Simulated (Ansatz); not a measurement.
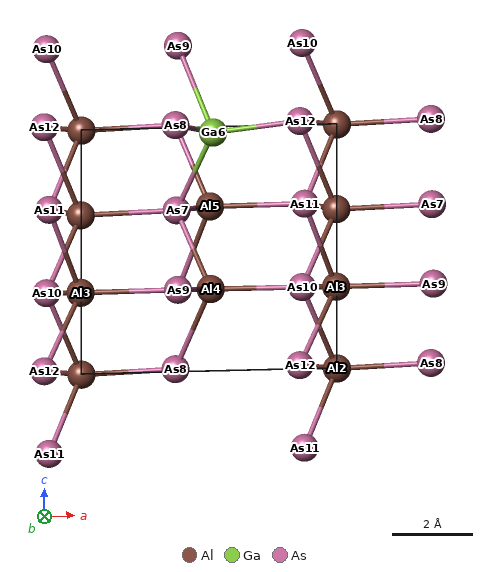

This is the input geometry for a relaxation of a crystal of Al₅GaAs₆ (a generated structure, set up in P1) (coarse preliminary run). Style: ball-and-stick. Shown: the cell of the calculation, reduced to other axes, along the b axis. Lengths and directions refer to the drawn axes.

These are results of DFT PBE, scalar-relativistic, plane waves, PAW in Ansatz, not measurements.

Input
```yaml
crystal:
  lattice:
    - [-0.0760027203, -0.026324004, 6.4063946109]
    - [7.0386014205, 0.0264504182, -0.0800573782]
    - [-3.4963939762, 6.0887800934, 0.0160152254]
  atoms:
    - { symbol: Al, position: [0.9989232608, 0.3495803045, 0.3340926158] }
    - { symbol: Al, position: [1.0014378408, 0.0025785387, 0.6619096151] }
    - { symbol: Al, position: [0.9979800206, 0.6671103833, 0.0181345198] }
    - { symbol: Al, position: [0.5071317226, 0.6645614045, 0.3262262753] }
    - { symbol: Al, position: [0.5044034843, 0.3259534945, 0.6778966966] }
    - { symbol: Ga, position: [0.516513904, 0.02328937, 0.0088858993] }
    - { symbol: As, position: [0.3735239143, 0.3387296685, 0.3339472463] }
    - { symbol: As, position: [0.3692654667, 0.989243215, 0.6551586116] }
    - { symbol: As, position: [0.3790264968, 0.6644648368, 0.0080562597] }
    - { symbol: As, position: [0.864813617, 0.6653529484, 0.318731322] }
    - { symbol: As, position: [0.8748513589, 0.323995013, 0.6648750923] }
    - { symbol: As, position: [0.8561289131, -0.0148591771, -0.0079141538] }
basis:
  ecutwfc: 420
kpoints:
  mp_grid: { grid: [2, 3, 3] }
hamiltonian:
  xc: pbe
scf:
  occupations: { method: gaussian, width: 0.1 }
  lower_state_search: "off"
output:
  forces: true
  stress: true
  eigenvalues: true
relax:
  adjacent_minimum: "off"
  f_tol: 0.025
  max_steps: 60
  cell: { stress_tol: 0.25 }
```

Command:
```bash
ansatz run input.yaml --threads 4 --pin off --max-ram 8192MiB --backend cpu --events-out ev --progress --plain --runs-dir out
```

### Predict the outcome.

After 3 accepted moves (4 points after the start) the energy has fallen by 101 meV per atom. Largest force component: 3.6 eV/Å at the start, 0.011 eV/Å at the end. Pressure: 3.27 GPa at the start and 0.02 GPa at the end. The SCF was repeated once at an unchanged geometry on a basis and grid sized afresh for the cell, which shifted the energy by 0.2 meV per atom at most. The atom that moves furthest relative to the cell is Ga6 (0.18 Å along [−2 −1 3]). Largest moves by element: Ga 0.18 Å, As 0.16 Å, Al 0.12 Å. Cell: a 6.407 → 6.644 Å (+3.7 %), b 7.021 → 7.001 Å (−0.3 %), c 7.039 → 7.001 Å (−0.5 %), α 60.3° → 60.0°, β 88.7° → 90.0°, γ 89.7° → 90.0°. Volume +2.5 %. Among the contacts that change: Ga6–As12 2.194 → 2.495 Å, Al3–As10 2.278 → 2.477 Å, Al4–As10 2.292 → 2.484 Å, Al1–As12 2.646 → 2.474 Å. Among the angles between lasting bonds that change: Al3–As12–Ga6 117.7° → 109.3°, As7–Ga6–As12 117.9° → 109.8°, Al5–As8–Ga6 101.1° → 109.0°. The space group (tolerance 0.01 Å) goes from P1 (No. 1) to P31m (No. 157). The run took 39 s on 4 threads of Intel(R) Xeon(R) Platinum 8259CL CPU @ 2.50GHz (Skylake/Cascade Lake), with other jobs on the host, peak memory 0.87 GiB.

Final geometry:

```
Al Ga As
1.0
    -0.00064   -0.00017    6.64365
     7.00112   -0.00003   -0.00066
    -3.50059    6.06337    0.00018
Al Ga As
5 1 6
Direct
  0.99926 0.33355 0.33355
  0.99925 0.99999 0.66642
  0.99926 0.66639 0.00000
  0.50008 0.66670 0.33333
  0.50009 0.33336 0.66670
  0.50062 0.00009 0.00003
  0.37377 0.33417 0.33417
  0.37376 0.00001 0.66584
  0.37376 0.66587 0.00000
  0.87397 0.66663 0.33334
  0.87397 0.33330 0.66664
  0.87622 0.99995 0.99998
```

After the run, drawn alike:

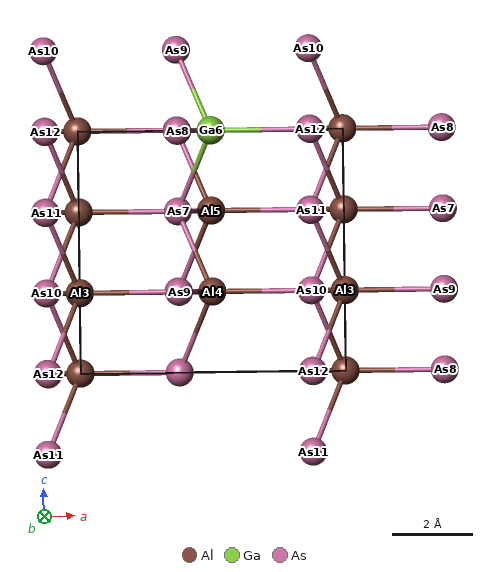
